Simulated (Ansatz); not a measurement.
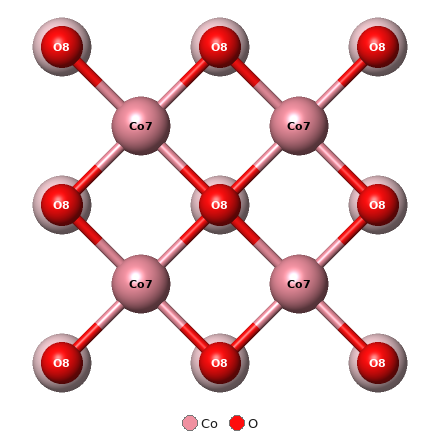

The system is O on a CoO(100) slab cut from the Fm-3m phase (8 atoms of substrate and one adsorbate in a 1 × 1 cell); the picture shows it without the atoms that are moved over the map. One O atom a 1 × 1 cell is placed over a mesh of places on the rigid (1 0 0) surface, and only its height is relaxed. Places are given modulo a cell vector. The map is drawn in real space over the plane of the surface. The grid has 4 × 4 points. Energies are in eV, from the lowest grid point. With one adsorbate in each 1 × 1 cell, its nearest image is 2.9 Å away, so neighbouring adsorbates interact. Level of theory: DFT PBEsol, scalar-relativistic, plane waves, PAW (Ansatz).

Range: place along a₁ from 0.00 to 0.75; place along a₂ from 0.00 to 0.75.

Question: What will the energy surface look like?

Answer: The lowest grid point is at the top site over a surface Co atom, (2/4, 2/4) of the cell vectors. The highest grid point, the top site over a surface O atom, (0/4, 0/4) of the cell vectors, lies 2.20 eV above the lowest. At the lowest point the adsorbate has 1 Co at 1.62 Å as nearest neighbours, at the highest 1 O at 1.43 Å. Its relaxed height above the top atom is 1.39 Å at the lowest and 1.43 Å at the highest point.

```
place along a₂ ↓, place along a₁ →   0/4   1/4   2/4   3/4
                               3/4  1.45  1.25  0.97  1.25
                               2/4  1.89  0.97  0.00  0.97
                               1/4  1.45  1.25  0.97  1.25
                               0/4  2.20  1.45  1.89  1.45
```

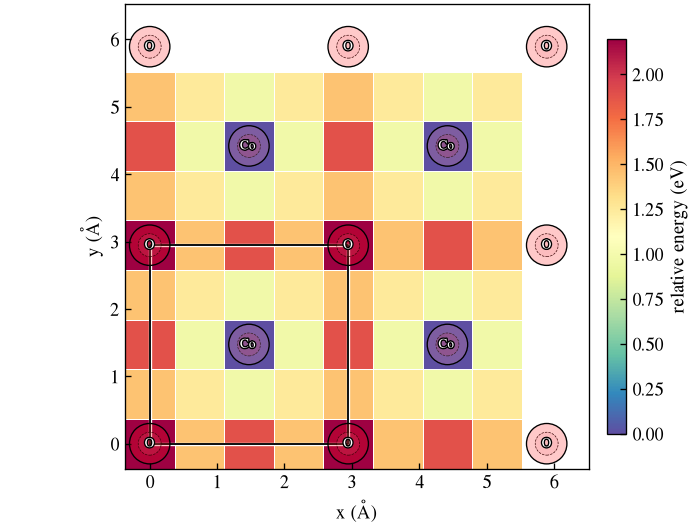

In the figure: one coloured cell a grid point, labelled circles for the atoms of the top layer and small ones for the second layer, the outline of one cell of the 2 × 2 shown.
